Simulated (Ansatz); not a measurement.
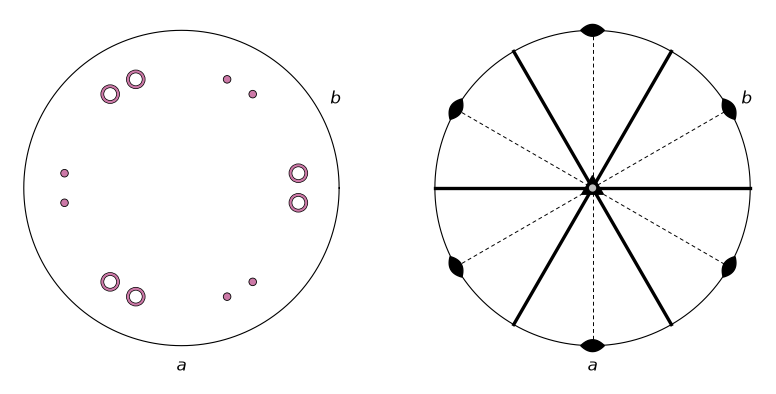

Stereographic projection: filled dots lie in the upper hemisphere, open rings in the lower; heavy lines are mirror planes (a heavy rim: a mirror in the plane of the page); lens, triangle, square and hexagon are 2-, 3-, 4- and 6-fold axes, a lens in an open square is −4, a triangle in an open hexagon −6; thin dashed diameters join the ends of axes that lie in the page; a small open circle marks inversion. The c axis points at the viewer. Left: one general form; right: the symmetry elements. Computed from the symmetry operations of a computed or model structure of composition CdI2.

Q: Identify the point group and its elements.

A: -3m (D3d), order 12, trigonal system: one threefold axis, three twofold axes, three mirror planes, an inversion centre.

Q: Can such a crystal be piezoelectric, pyroelectric or chiral?

A: It is centrosymmetric, so neither piezoelectric nor pyroelectric; it is not chiral.
